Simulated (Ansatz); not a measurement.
# Geometry relaxation of ZnInGaO₄ (part 1 of 2)

ZnInGaO₄ (R3m, 7 atoms in the cell), computed with DFT PBEsol, scalar-relativistic, plane waves, PAW, no spin polarisation (Ansatz 0.2.0).

The structure derives from a Materials Project entry.

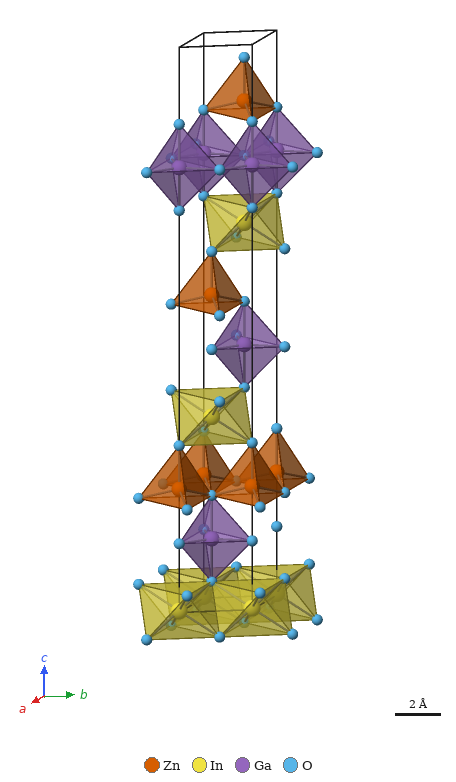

The starting structure (polyhedral view of the cell 3 times as large as that of the calculation, set on its symmetry axes, seen slightly off an axis; polyhedra are completed across the faces of the cell). An atom can appear more than once, as a periodic image.

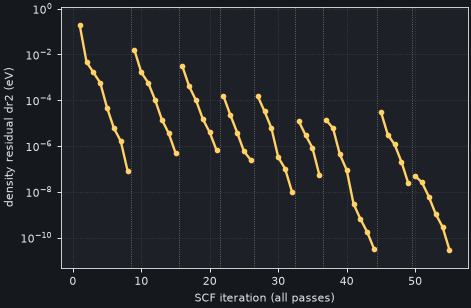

Convergence of the self-consistent field: density residual dr2 against the SCF iteration. The dotted lines part the SCF passes of the relaxation: geometry steps, rejected trials and re-solves on a re-selected basis. The 9 passes take 4 to 8 iterations each, 55 in all.

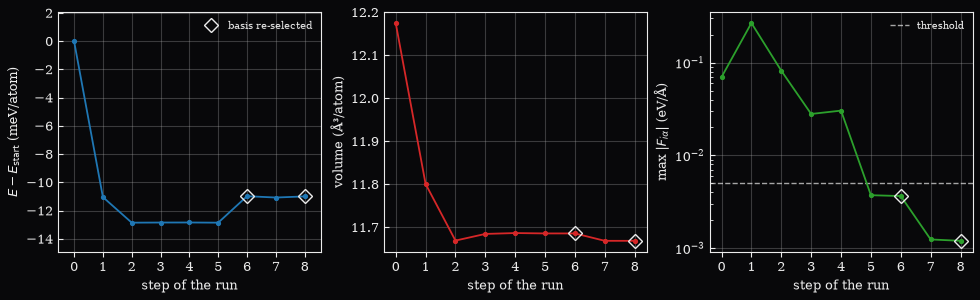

Progress of the relaxation, step by step (the first geometry is step 0 here and step 1 in the log).

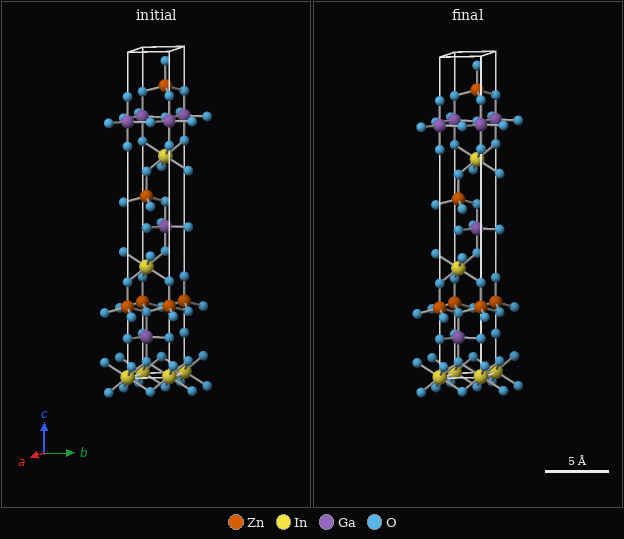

Before (left) and after (right) the relaxation, at one scale (ball-and-stick view of the cell 3 times as large as that of the calculation, set on its symmetry axes, with bonded neighbours outside it, seen slightly off an axis). Over 6 geometry steps the energy falls by 11.1 meV per atom. Largest force component: 0.07 eV/Å at the start, 0.0012 eV/Å at the end. The pressure goes from −6.65 to 0.01 GPa. 1 further SCF at an unchanged geometry re-selected the plane-wave basis for the new cell. O6 moves most relative to the cell: 0.014 Å. Largest moves by element: O 0.014 Å, Zn 0.008 Å, In 0.004 Å, Ga 0.003 Å. The drawn cell changes as follows: a = b 3.361 → 3.315 Å (−1.4 %), c 26.140 → 25.749 Å (−1.5 %); the volume changes by −4.2 %. Among the contacts that change: Zn1–O4 2.007 → 1.967 Å, In2–O5 2.228 → 2.194 Å, Ga3–O7 2.001 → 1.972 Å, In2–O4 2.216 → 2.188 Å. The space group stays R3m (No. 160). The energy change given includes the shifts at the re-selections in mid-walk, which come without any move. A last SCF at the same geometry on a re-selected plane-wave basis shifts the energy by +0.1 meV per atom. (Atoms are counted from 1 in the order of the input.)

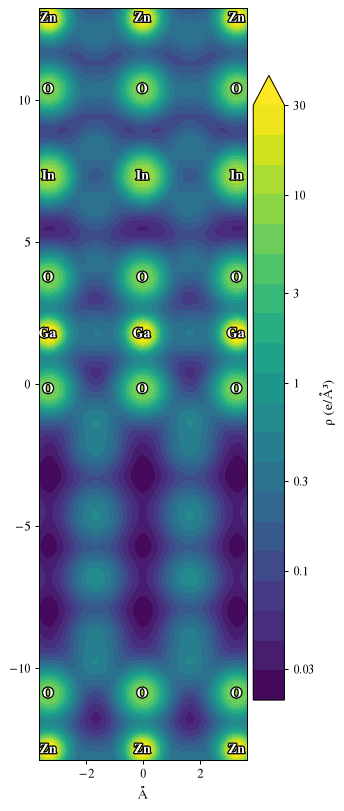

Valence electron density on the (010) plane of the conventional cell. Zn–O (1.97 Å): the density is about 0.62 e/Å³ at the midpoint. Ga–O (1.95 Å): the density is about 0.68 e/Å³ at the midpoint. Away from the nuclei the density in this plane falls to 0.02 e/Å³ at its lowest. In a PAW calculation such maps are meaningful between the atoms, not at the nuclei.

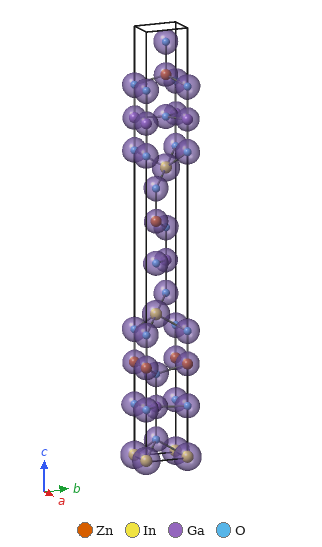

Isosurface of the valence electron density at 1 e/Å³ (purple), seen slightly off an axis. Sticks mark near contacts. The outline is the cell set on symmetry axes. At this value the density breaks into separate islands; it holds about 70 % of the electrons treated as valence (semicore included). It is pinched off along the Ga–O (1.91 Å), Zn–O (1.97 Å), In–O (2.19 Å) and Ga–O (1.95 Å) contacts. On the grid the lowest density along these lines, outside the cores, is 0.68 e/Å³ (Ga–O, 1.91 Å), 0.61 e/Å³ (Zn–O, 1.97 Å), 0.5 e/Å³ (In–O, 2.19 Å) and 0.66 e/Å³ (Ga–O, 1.95 Å).

These pictures come from the run below.

Input file
```yaml
crystal:
  lattice:
    - [1.6803268679, 0.9701371695, 8.713405462]
    - [-1.6803268679, 0.9701371695, 8.713405462]
    - [0.0, -1.940274339, 8.713405462]
  atoms:
    - { symbol: Zn, position: [0.218382, 0.218382, 0.218382] }
    - { symbol: In, position: [0.002768, 0.002768, 0.002768] }
    - { symbol: Ga, position: [0.787034, 0.787034, 0.787034] }
    - { symbol: O, position: [0.295143, 0.295143, 0.295143] }
    - { symbol: O, position: [0.711358, 0.711358, 0.711358] }
    - { symbol: O, position: [0.121717, 0.121717, 0.121717] }
    - { symbol: O, position: [0.863599, 0.863599, 0.863599] }
basis:
  ecutwfc: 420
kpoints:
  mp_grid: { grid: [12, 12, 12] }
hamiltonian:
  xc: pbesol
scf:
  occupations: { method: gaussian, width: 0.02 }
output:
  forces: true
  stress: true
  eigenvalues: true
  write_density: true
  write_potential: true
  elf: true
  volumetric_format: npy
relax:
  adjacent_minimum: "off"
  f_tol: 0.005
  max_steps: 80
  cell: { stress_tol: 0.05 }
```

Run as:
```bash
ansatz run input.yaml --threads 2 --pin off --max-ram 5120MiB --backend cpu --events-out ev --progress --plain --runs-dir out
```

What the program printed
```
basis.fft_grid_basis auto: the FFT boxes are laid along the combinations [[1, -1, 0], [0, 1, 0], [0, -1, 1]] of the cell's own vectors, 3.361, 8.927 and 3.361 Å long. The dense box has 24×60×24 points. Along the cell's own vectors, as sized, it would have 60×60×60, 6.25 times as many. Of the 6 symmetry operations that the crystal satisfies within crystal.symmetry.tolerance (time reversal apart; of a slab, those that keep its plane) the dense box along the cell's own vectors carries 6, and the one as laid loses 4 of those. basis.fft_grid_basis: typed keeps the cell's own vectors: state it where this run's energies or levels are differenced outside the engine with another run's, or held beside a run that keeps those vectors. Those combinations have planes normal to reciprocal vector 3, as the cell's own vectors have. Each planar average written beside output.write_density, output.write_potential has a row for each plane of the box: 24. The volumetric files lie along those combinations, not along the cell's own vectors: a cube or XSF file states them, and fields.json those of NumPy files.
Engine: ansatz 0.2.0, aarch64-unknown-linux-gnu
Pseudopotentials: kind: paw
Pseudopotential: Zn, paw, valence charge 12, recommended cutoff 420 eV (normal), Zn.paw.azcp
Pseudopotential: In, paw, valence charge 13, recommended cutoff 420 eV (normal), In.paw.azcp
Pseudopotential: Ga, paw, valence charge 13, recommended cutoff 420 eV (normal), Ga.paw.azcp
Pseudopotential: O, paw, valence charge 6, recommended cutoff 420 eV (normal), O.paw.azcp
Functional definition: PBEsol
  exchange = pbesol_x
  correlation = pbesol_c
Crystal: 7 atoms, lattice volume = 85.225 Å³
Basis set: ecut = 420 eV, 1667 PW (Γ), FFT grids on a1−a2, a2, −a2+a3, exchange–correlation on 48×120×48 points (8 copies of the dense FFT grid, shifted against one another)
Bands: 38, of which v1, the nominal top of the filled ones, is band 31 counted from 1 (30 counted from 0)
Symmetry: 6 space group operations
Space group: R3m (ITA 160), of the structure as read, at distance tolerance 4.4e-5 Å
k-points: 189 of 1728 (time reversal used)
Non-local potential: Zn, projectors of the file, l = 0: 2, l = 1: 2, l = 2: 3, l = 3: 1
Non-local potential: In, projectors of the file, l = 0: 2, l = 1: 2, l = 2: 2, l = 3: 2
Non-local potential: Ga, projectors of the file, l = 0: 2, l = 1: 2, l = 2: 3, l = 3: 1
Non-local potential: O, projectors of the file, l = 0: 2, l = 1: 2, l = 2: 1
PAW form: soft (Blöchl's): semilocal exchange-correlation on the pseudo side does not see the compensation charge
PAW frozen core: Zn, regenerated for the run's functional, and the local potential with it (the file was generated under x = pbe(κ = 0.804, μ = 0.2195149727645171), c = pbe(β = 0.06672455060314922))
PAW frozen core: In, regenerated for the run's functional, and the local potential with it (the file was generated under x = pbe(κ = 0.804, μ = 0.2195149727645171), c = pbe(β = 0.06672455060314922))
PAW frozen core: Ga, regenerated for the run's functional, and the local potential with it (the file was generated under x = pbe(κ = 0.804, μ = 0.2195149727645171), c = pbe(β = 0.06672455060314922))
PAW frozen core: O, regenerated for the run's functional, and the local potential with it (the file was generated under x = pbe(κ = 0.804, μ = 0.2195149727645171), c = pbe(β = 0.06672455060314922))
PAW one-centre angular grid: Zn, 590 points (default); XC on 64 Gauss nodes
PAW one-centre angular grid: In, 590 points (default); XC on 64 Gauss nodes
PAW one-centre angular grid: Ga, 590 points (default); XC on 64 Gauss nodes
PAW one-centre angular grid: O, 110 points (default); XC on 64 Gauss nodes
Initial density: superposition of atomic densities (neutral atoms: chi_scale 0, normalization atom), corrected by the library's trained network
Initial wavefunctions: pseudopotential atomic-orbital guess
Functional: x = pbesol(κ = 0.804, μ = 0.12345679012345678), c = pbesol(β = 0.046)
SCF iter   1: F=—  HF=-14794.553973 eV  |F-HF|=—  |Δ(HF+E_count)|=         —  Δρ=1.65e-2  dr2=1.94e-1  ethr=1.77e-3  ⟨swp⟩=6.1  Hψ=27720  notcnv=0  defer=2
preconditioner: auto → Resta (q_TF=auto, 2.587 Å⁻¹)  ε∞=5.3  [insulator: Δε(μ)=0.908 eV  Ē_g=15.223 eV  σ=0.020 eV  W_gap=1.00  n_scr=30 (ndim 8)  ℏωp=31.7 eV  f_vac=0.048  D(μ)=0.00/eV (n_scr^D=0)  ε∞_Penn≈5.3]
SCF iter   2: F=—  HF=-14794.501787 eV  |F-HF|=—  |Δ(HF+E_count)|=   5.22e-2  Δρ=2.77e-3  dr2=4.70e-3  ethr=3.13e-4  ⟨swp⟩=2.4  Hψ=12927  notcnv=0  defer=352
SCF iter   3: F=—  HF=-14794.501101 eV  |F-HF|=—  |Δ(HF+E_count)|=   6.86e-4  Δρ=1.26e-3  dr2=1.64e-3  ethr=7.59e-6  ⟨swp⟩=2.0  Hψ=11829  notcnv=0  defer=352
SCF iter   4: F=—  HF=-14794.501050 eV  |F-HF|=—  |Δ(HF+E_count)|=   5.04e-5  Δρ=8.59e-4  dr2=5.78e-4  ethr=2.65e-6  ⟨swp⟩=2.3  Hψ=12486  notcnv=0  defer=352
SCF iter   5: F=—  HF=-14794.500919 eV  |F-HF|=—  |Δ(HF+E_count)|=   1.31e-4  Δρ=1.75e-4  dr2=4.66e-5  ethr=9.32e-7  ⟨swp⟩=2.0  Hψ=12159  notcnv=0  defer=352
SCF iter   6: F=—  HF=-14794.500887 eV  |F-HF|=—  |Δ(HF+E_count)|=   3.21e-5  Δρ=7.44e-5  dr2=6.00e-6  ethr=7.52e-8  ⟨swp⟩=2.1  Hψ=11438  notcnv=0  defer=352
SCF iter   7: F=—  HF=-14794.500889 eV  |F-HF|=—  |Δ(HF+E_count)|=   2.46e-6  Δρ=4.95e-5  dr2=1.64e-6  ethr=9.67e-9  ⟨swp⟩=2.0  Hψ=12153  notcnv=0  defer=352
SCF iter   8: F=-14794.500889 eV  HF=-14794.500889 eV  |F-HF|=6.13e-8  |Δ(HF+E_count)|=   5.48e-8  Δρ=1.08e-5  dr2=8.16e-8  ethr=1.61e-10  ⟨swp⟩=11.6  Hψ=53451  notcnv=0
SCF 1 converged in 8 iterations: F = -14794.500889 eV  dr2 = 8.16e-8
  greatest PAW one-centre occupation: 0.998 electrons in one spin orbital (limit 2), on the Ga atom at site 2 (counted from 0), in its partial waves of l = 2
relax step   1: F+E_penalty+E_count = -14794.50088932 eV  Δ(F+E_penalty+E_count) = +0.000e0 eV  max|allowed force component| = 6.982e-2 eV/Å  Δτ_max = 0.0000 Å  P = -6.649 GPa  Ω = 85.225 Å³  (8 SCF iters, dr2 threshold 1.00e-7 eV, accepted)
Crystal: 7 atoms, lattice volume = 82.606 Å³
Basis set: ecut = 420 eV, 1631 PW (Γ), FFT grids on a1−a2, a2, −a2+a3, exchange–correlation on 48×120×48 points (8 copies of the dense FFT grid, shifted against one another)
Initial density: handed on by an earlier stage of this run
Initial wavefunctions: those handed on with the density
iter 1 solved again at ethr=2.59e-5 eV; its pass at ethr=3.10e-3 eV (dr2=1.61e-2 eV) is discarded
SCF iter   1: F=—  HF=-14794.582510 eV  |F-HF|=—  |Δ(HF+E_count)|=         —  Δρ=4.92e-3  dr2=1.56e-2  ethr=2.59e-5  ⟨swp⟩=2.4  Hψ=34366  notcnv=0
preconditioner: auto → Resta (q_TF=auto, 2.601 Å⁻¹)  ε∞=5.3  [insulator: Δε(μ)=1.187 eV  Ē_g=15.515 eV  σ=0.020 eV  W_gap=1.00  n_scr=30 (ndim 8)  ℏωp=32.2 eV  f_vac=0.036  D(μ)=0.00/eV (n_scr^D=0)  ε∞_Penn≈5.3]
SCF iter   2: F=—  HF=-14794.578418 eV  |F-HF|=—  |Δ(HF+E_count)|=   4.09e-3  Δρ=1.59e-3  dr2=1.63e-3  ethr=2.52e-5  ⟨swp⟩=2.0  Hψ=12959  notcnv=0
SCF iter   3: F=—  HF=-14794.578190 eV  |F-HF|=—  |Δ(HF+E_count)|=   2.29e-4  Δρ=7.86e-4  dr2=5.87e-4  ethr=2.63e-6  ⟨swp⟩=2.8  Hψ=12021  notcnv=0
SCF iter   4: F=—  HF=-14794.578183 eV  |F-HF|=—  |Δ(HF+E_count)|=   6.12e-6  Δρ=3.99e-4  dr2=1.06e-4  ethr=9.46e-7  ⟨swp⟩=2.0  Hψ=10107  notcnv=0
SCF iter   5: F=—  HF=-14794.578178 eV  |F-HF|=—  |Δ(HF+E_count)|=   5.68e-6  Δρ=1.36e-4  dr2=1.43e-5  ethr=1.71e-7  ⟨swp⟩=2.0  Hψ=11218  notcnv=0
SCF iter   6: F=—  HF=-14794.578184 eV  |F-HF|=—  |Δ(HF+E_count)|=   6.07e-6  Δρ=7.66e-5  dr2=3.62e-6  ethr=2.30e-8  ⟨swp⟩=2.0  Hψ=10395  notcnv=0
SCF iter   7: F=-14794.578185 eV  HF=-14794.578185 eV  |F-HF|=2.40e-7  |Δ(HF+E_count)|=   9.01e-7  Δρ=2.72e-5  dr2=4.97e-7  ethr=1.13e-9  ⟨swp⟩=7.0  Hψ=51121  notcnv=0
SCF 2 converged in 7 iterations: F = -14794.578185 eV  dr2 = 4.97e-7
relax step   2: F+E_penalty+E_count = -14794.57818498 eV  Δ(F+E_penalty+E_count) = -7.730e-2 eV  max|allowed force component| = 2.670e-1 eV/Å  Δτ_max = 0.0188 Å  P = -1.591 GPa  Ω = 82.606 Å³  energy of the carried Pulay correction = +1.194e-2 eV  (7 SCF iters, dr2 threshold 7.00e-7 eV, accepted)
Crystal: 7 atoms, lattice volume = 81.683 Å³
iter 1 solved again at ethr=4.77e-6 eV; its pass at ethr=3.10e-3 eV (dr2=2.96e-3 eV) is discarded
SCF iter   1: F=—  HF=-14794.591580 eV  |F-HF|=—  |Δ(HF+E_count)|=         —  Δρ=2.64e-3  dr2=3.01e-3  ethr=4.77e-6  ⟨swp⟩=2.5  Hψ=32839  notcnv=0
preconditioner: auto → Resta (q_TF=auto, 2.606 Å⁻¹)  ε∞=5.3  [insulator: Δε(μ)=1.191 eV  Ē_g=15.586 eV  σ=0.020 eV  W_gap=1.00  n_scr=30 (ndim 8)  ℏωp=32.4 eV  f_vac=0.036  D(μ)=0.00/eV (n_scr^D=0)  ε∞_Penn≈5.3]
SCF iter   2: F=—  HF=-14794.590887 eV  |F-HF|=—  |Δ(HF+E_count)|=   6.94e-4  Δρ=1.09e-3  dr2=3.99e-4  ethr=4.77e-6  ⟨swp⟩=2.0  Hψ=13929  notcnv=0
SCF iter   3: F=—  HF=-14794.590849 eV  |F-HF|=—  |Δ(HF+E_count)|=   3.79e-5  Δρ=4.49e-4  dr2=9.80e-5  ethr=6.43e-7  ⟨swp⟩=2.8  Hψ=13309  notcnv=0
SCF iter   4: F=—  HF=-14794.590864 eV  |F-HF|=—  |Δ(HF+E_count)|=   1.52e-5  Δρ=1.36e-4  dr2=1.48e-5  ethr=1.58e-7  ⟨swp⟩=2.0  Hψ=11815  notcnv=0
SCF iter   5: F=—  HF=-14794.590866 eV  |F-HF|=—  |Δ(HF+E_count)|=   1.77e-6  Δρ=7.15e-5  dr2=3.89e-6  ethr=2.39e-8  ⟨swp⟩=2.0  Hψ=10370  notcnv=0
SCF iter   6: F=-14794.590865 eV  HF=-14794.590866 eV  |F-HF|=2.26e-7  |Δ(HF+E_count)|=   2.59e-8  Δρ=3.10e-5  dr2=6.39e-7  ethr=1.13e-9  ⟨swp⟩=7.0  Hψ=51097  notcnv=0
SCF 3 converged in 6 iterations: F = -14794.590865 eV  dr2 = 6.39e-7
relax step   3: F+E_penalty+E_count = -14794.59086540 eV  Δ(F+E_penalty+E_count) = -1.268e-2 eV  max|allowed force component| = 8.176e-2 eV/Å  Δτ_max = 0.0220 Å  P = +0.245 GPa  Ω = 81.683 Å³  energy of the carried Pulay correction = +1.624e-2 eV  (6 SCF iters, dr2 threshold 7.00e-7 eV, accepted)
Crystal: 7 atoms, lattice volume = 81.792 Å³
iter 1 solved again at ethr=2.44e-7 eV; its pass at ethr=3.10e-3 eV (dr2=1.51e-4 eV) is discarded
SCF iter   1: F=—  HF=-14794.590858 eV  |F-HF|=—  |Δ(HF+E_count)|=         —  Δρ=5.96e-4  dr2=1.51e-4  ethr=2.44e-7  ⟨swp⟩=2.2  Hψ=32486  notcnv=0
preconditioner: auto → Resta (q_TF=auto, 2.605 Å⁻¹)  ε∞=5.3  [insulator: Δε(μ)=1.161 eV  Ē_g=15.561 eV  σ=0.020 eV  W_gap=1.00  n_scr=30 (ndim 8)  ℏωp=32.3 eV  f_vac=0.038  D(μ)=0.00/eV (n_scr^D=0)  ε∞_Penn≈5.3]
SCF iter   2: F=—  HF=-14794.590804 eV  |F-HF|=—  |Δ(HF+E_count)|=   5.46e-5  Δρ=2.60e-4  dr2=2.29e-5  ethr=2.44e-7  ⟨swp⟩=2.0  Hψ=10258  notcnv=0
SCF iter   3: F=—  HF=-14794.590799 eV  |F-HF|=—  |Δ(HF+E_count)|=   5.02e-6  Δρ=9.26e-5  dr2=3.88e-6  ethr=3.69e-8  ⟨swp⟩=2.0  Hψ=10106  notcnv=0
SCF iter   4: F=—  HF=-14794.590799 eV  |F-HF|=—  |Δ(HF+E_count)|=   1.22e-9  Δρ=2.40e-5  dr2=5.80e-7  ethr=6.26e-9  ⟨swp⟩=2.0  Hψ=12176  notcnv=0
SCF iter   5: F=-14794.590799 eV  HF=-14794.590799 eV  |F-HF|=2.41e-7  |Δ(HF+E_count)|=   1.03e-7  Δρ=1.82e-5  dr2=2.45e-7  ethr=6.74e-10  ⟨swp⟩=9.3  Hψ=49858  notcnv=0
SCF 4 converged in 5 iterations: F = -14794.590799 eV  dr2 = 2.45e-7
relax step   4: F+E_penalty+E_count = -14794.59079852 eV  Δ(F+E_penalty+E_count) = +6.688e-5 eV  max|allowed force component| = 2.797e-2 eV/Å  Δτ_max = 0.0049 Å  P = +0.013 GPa  Ω = 81.792 Å³  energy of the carried Pulay correction = +1.573e-2 eV  (5 SCF iters, dr2 threshold 4.18e-7 eV, accepted)
Crystal: 7 atoms, lattice volume = 81.806 Å³
iter 1 solved again at ethr=2.38e-7 eV; its pass at ethr=3.10e-3 eV (dr2=1.47e-4 eV) is discarded
SCF iter   1: F=—  HF=-14794.590837 eV  |F-HF|=—  |Δ(HF+E_count)|=         —  Δρ=7.06e-4  dr2=1.51e-4  ethr=2.38e-7  ⟨swp⟩=2.3  Hψ=28496  notcnv=0
preconditioner: auto → Resta (q_TF=auto, 2.605 Å⁻¹)  ε∞=5.3  [insulator: Δε(μ)=1.174 eV  Ē_g=15.560 eV  σ=0.020 eV  W_gap=1.00  n_scr=30 (ndim 8)  ℏωp=32.3 eV  f_vac=0.038  D(μ)=0.00/eV (n_scr^D=0)  ε∞_Penn≈5.3]
SCF iter   2: F=—  HF=-14794.590791 eV  |F-HF|=—  |Δ(HF+E_count)|=   4.56e-5  Δρ=3.37e-4  dr2=3.27e-5  ethr=2.38e-7  ⟨swp⟩=2.8  Hψ=10512  notcnv=0
SCF iter   3: F=—  HF=-14794.590777 eV  |F-HF|=—  |Δ(HF+E_count)|=   1.44e-5  Δρ=9.76e-5  dr2=6.09e-6  ethr=5.27e-8  ⟨swp⟩=2.0  Hψ=12006  notcnv=0
SCF iter   4: F=—  HF=-14794.590776 eV  |F-HF|=—  |Δ(HF+E_count)|=   1.00e-6  Δρ=2.27e-5  dr2=3.24e-7  ethr=9.82e-9  ⟨swp⟩=2.0  Hψ=10806  notcnv=0
SCF iter   5: F=—  HF=-14794.590776 eV  |F-HF|=—  |Δ(HF+E_count)|=   1.77e-7  Δρ=1.24e-5  dr2=1.02e-7  ethr=7.89e-11  ⟨swp⟩=9.1  Hψ=49146  notcnv=0
SCF iter   6: F=-14794.590776 eV  HF=-14794.590776 eV  |F-HF|=3.29e-9  |Δ(HF+E_count)|=   2.79e-8  Δρ=3.53e-6  dr2=1.02e-8  ethr=7.89e-11  ⟨swp⟩=8.1  Hψ=42782  notcnv=0
SCF 5 converged in 6 iterations: F = -14794.590776 eV  dr2 = 1.02e-8
relax step   5: F+E_penalty+E_count = -14794.59077599 eV  Δ(F+E_penalty+E_count) = +2.253e-5 eV  max|allowed force component| = 3.039e-2 eV/Å  Δτ_max = 0.0058 Å  P = -0.019 GPa  Ω = 81.806 Å³  energy of the carried Pulay correction = +1.567e-2 eV  (6 SCF iters, dr2 threshold 4.89e-8 eV, accepted)
Crystal: 7 atoms, lattice volume = 81.800 Å³
iter 1 solved again at ethr=1.92e-8 eV; its pass at ethr=3.10e-3 eV (dr2=1.19e-5 eV) is discarded
```
